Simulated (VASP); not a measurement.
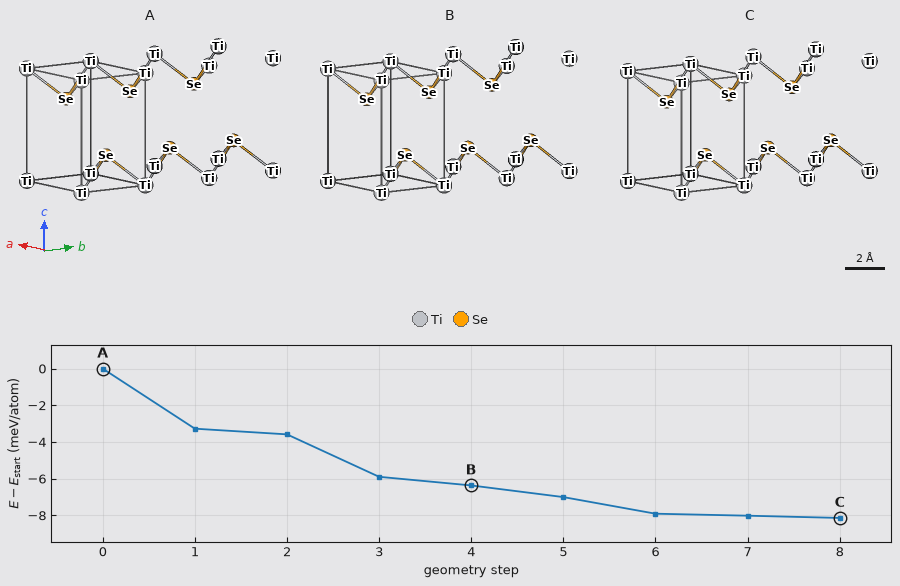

Frames of a relaxation of a crystal of TiSe2 (a generated structure, set up in P-3m1), marked on the history of the run. The picture is a ball-and-stick view of the cell of the calculation, repeated 1 × 3 × 1 with one cell outlined, seen from a free direction.

The run lets cell and atoms move.

All numbers below come from VASP 6.6.1, Kohn-Sham DFT of a periodic cell, PBE with D3(BJ), VASP PAW PBE potentials, recommended.

Input
```
SYSTEM = TiSe2
ALGO     = Fast           ! electronic algorithm
EDIFF    = 1E-6           ! SCF threshold, eV
EDIFFG   = -0.002         ! ionic threshold
ENCUT    = 600            ! plane-wave cutoff, eV
GGA      = PE             ! functional
IBRION   = 2              ! ionic algorithm
ISIF     = 3              ! what is computed and relaxed
ISMEAR   = -1             ! smearing method
IVDW     = 12             ! dispersion correction
LASPH    = .True.         ! aspherical terms in the spheres
LCHARG   = .False.        ! write CHGCAR
LREAL    = .False.        ! projectors in reciprocal space
LWAVE    = .False.        ! write WAVECAR
NELM     = 60             ! most SCF steps
NSW      = 80             ! ionic steps
PREC     = Accurate       ! precision mode
SIGMA    = 0.01           ! smearing width, eV
```

Launched with:
```bash
cat potpaw_PBE.64/Ti_sv/POTCAR potpaw_PBE.64/Se/POTCAR > POTCAR
mpirun -np 1 vasp_std > vasp.out
```

What happens along the run?

Answer. The run was cut off at its time limit before the relaxation converged, so the last structure is only a point on the way. The largest moves relative to the cell, 0.060 Å, are those of Se atoms. Ti stays in place. The drawn cell changes as follows: a = b 3.540 → 3.479 Å (−1.7 %), c 6.008 → 5.878 Å (−2.2 %); the volume changes by −5.5 %. Near-neighbour distances that change, for instance: Se–Ti 2.554 → 2.542 Å. The space group stays P-3m1 (No. 164). The energy falls by 8.1 meV per atom in 8 geometry steps. The largest force component goes from 0.085 to 0.028 eV/Å. Pressure: −1.74 GPa at the start and −0.03 GPa at the end. From step 0 to 4: Se atoms move most (0.03 Å), volume −3.8 %, energy −6.4 meV per atom. From step 4 to 8: Se atoms move most (0.03 Å), volume −1.8 %, energy −1.8 meV per atom.

| step | E − E(0), meV/atom | largest force component, eV/Å | pressure, GPa | volume, Å³/atom |
| --- | --- | --- | --- | --- |
| 0 | 0.00 | 0.0853 | -1.74 | 21.734 |
| 1 | -3.27 | 0.3651 | 0.95 | 20.998 |
| 2 | -3.58 | 0.2987 | 0.26 | 21.163 |
| 3 | -5.89 | 0.1528 | 0.04 | 21.021 |
| 4 | -6.37 | 0.0394 | -0.16 | 20.910 |
| 5 | -7.00 | 0.0410 | -0.12 | 20.800 |
| 6 | -7.91 | 0.0417 | 0.47 | 20.469 |
| 7 | -8.01 | 0.0802 | -0.36 | 20.579 |
| 8 | -8.14 | 0.0276 | -0.03 | 20.532 |
